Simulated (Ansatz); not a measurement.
Here is a crystal structure:

```
CELL_PARAMETERS angstrom
3.79290 0.00000 0.00000
-1.89645 3.28475 0.00000
0.00000 0.00000 6.27684
ATOMIC_POSITIONS crystal
Si 0.66667 0.33333 0.87419
Si 0.33333 0.66667 0.37419
Ge 0.66667 0.33333 0.50081
Ge 0.33333 0.66667 0.00081
```

### Before looking at a picture, describe the arrangement of atoms.

Its composition is SiGe. The symmetry is that of P6_3mc (No. 186), on a primitive hexagonal lattice. Its structure type: wurtzite. Atoms per cell: 4 (2 Si, 2 Ge). The polyhedra are GeSi4 tetrahedra; they share corners. Si is coordinated by four Ge in a tetrahedral arrangement at 2.33 to 2.34 Å. The Ge atoms are each bonded to four Si in a tetrahedral arrangement at 2.33 to 2.34 Å. The bonds build a three-dimensional framework.

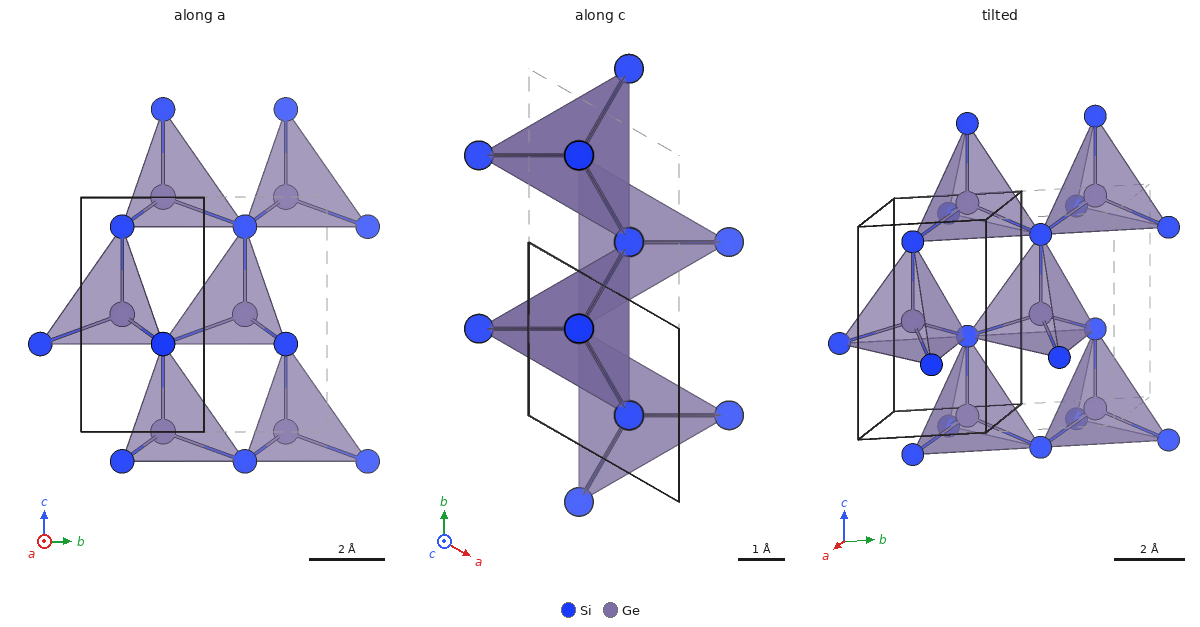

Crystal structure, polyhedral style, seen along the a axis, along the c axis and slightly off an axis. The structure is repeated 1×2×1 times; solid lines mark one conventional unit cell. A few atoms beyond the faces are included. Colours: silicon blue, germanium purple.

Origin of the cell: a structure listed in the Materials Project. It was relaxed with DFT PBEsol, scalar-relativistic, plane waves, PAW (Ansatz) under a constraint or pressure on the cell, so some stress remains.

At this level of theory the cell isn't at rest (compressed, at 8 GPa), so its distances can differ from those at equilibrium, the more so the softer the solid.
